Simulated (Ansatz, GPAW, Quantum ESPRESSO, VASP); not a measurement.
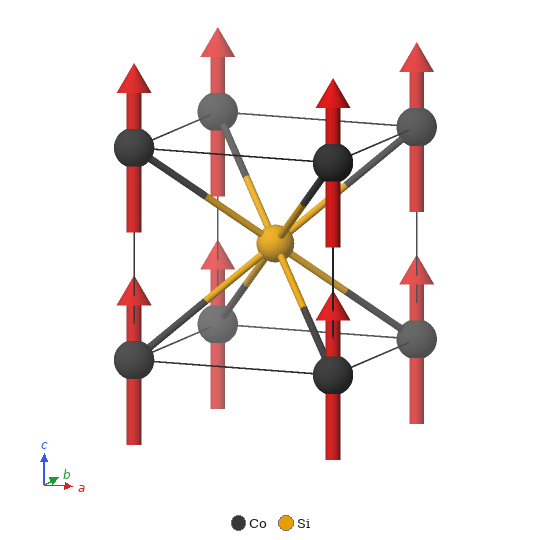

CoSi, caesium chloride (CsCl, B2) type, space group Pm-3m (No. 221), a = 2.781 Å, b = 2.781 Å, c = 2.781 Å, α = 90.00°, β = 90.00°, γ = 90.00°. The run's cell of 2 atoms, with the site moments from Quantum ESPRESSO (SSSP 1.3 efficiency) as arrows (above 0.25 μB; red up, blue down). The cell is a structure listed in the Materials Project. Other forms of this composition are known.

One fixed geometry in four programs or potential sets. Alike in all runs: functional PBE; k mesh 10 × 10 × 10 on the run's cell of 2 atoms; occupations fermi-dirac, width 0.05 eV; collinear spin, ferromagnetic start; no spin-orbit coupling. All runs are metallic.

| program | pressure (GPa) | net moment (μB per cell of 2) |
| --- | --- | --- |
| Quantum ESPRESSO (SSSP 1.3 efficiency) | 0.6 | 0.54 |
| Ansatz LAPW (all-electron) | 0.8 | 0.56 |
| GPAW (PAW data 1.2.1) | ? | ? |
| VASP (PBE potentials, release 64 Co, Si) | 0.6 | 0.54 |

Question: Estimate the row of GPAW (PAW data 1.2.1).

Answer: A pressure of 1.8 GPa and a moment of 0.55 μB. The other rows span 0.6 to 0.8 GPa and 0.54 to 0.56 μB.

Question: Is this cell larger or smaller than the equilibrium cell of this functional?

Answer: Smaller: all pressures given are positive (0.6 to 1.8 GPa), so its volume would grow, if only a little in a stiff crystal.

Plane-wave pressures hold the error of each finite cutoff. Each run keeps the magnetic state that it reached from a ferromagnetic start.
